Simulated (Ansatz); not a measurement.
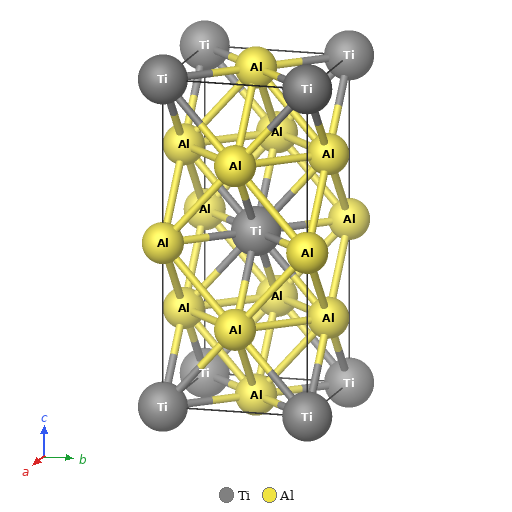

System: TiAl₃, space group I4/mmm (No. 139). The picture shows the conventional cell.

Structure:
```xyz
4
Lattice="-1.9111 1.9111 4.2807 1.9111 -1.9111 4.2807 1.9111 1.9111 -4.2807" Properties=species:S:1:pos:R:3 pbc="T T T"
Ti    0.0000    0.0000    0.0000
Al    1.9111    0.0000    2.1403
Al    0.0000    1.9111    2.1403
Al    0.0000    0.0000    4.2807
```

Calculation (Ansatz 0.2.0): all-electron LAPW DFT, no spin polarisation; energies at scaled volumes of the given cell, shape and fractions fixed, counted from the fit's minimum, third-order Birch-Murnaghan fit. Level: PBE.

- k mesh: 10×10×10
- occupations: Fermi–Dirac
- smearing width: 0.05 eV
- potentials: all electron LAPW, scalar relativistic
- program settings: basis error eV/atom 0.001

What does the calculation give for the energy and pressure against volume? The volume takes the values 14.70, 15.01, 15.32, 15.63, 15.95, 16.26, 16.57 Å³/atom.

A third-order Birch–Murnaghan fit gives V0 = 15.93 Å³/atom, B0 = 106 GPa and B′ = 4.0. The energy is 35.98 meV/atom at volume 14.70 Å³/atom and 8.01 meV/atom at 16.57 Å³/atom; the lowest computed point is at volume 15.95 Å³/atom (0.01 meV/atom). The pressure falls from 10.01 GPa at volume 14.70 Å³/atom to −3.85 GPa at 16.57 Å³/atom, and changes sign near 15.93 Å³/atom.

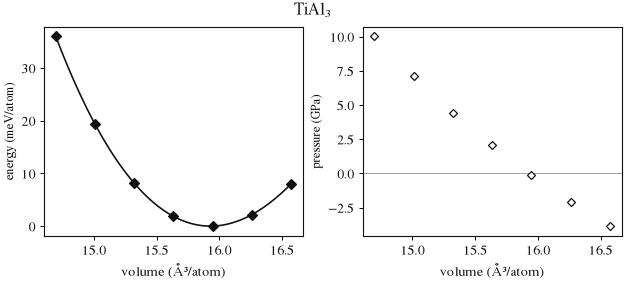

Limits of the calculation: shape and atomic fractions are frozen while scaling, which makes layered, chain and framework solids too stiff.
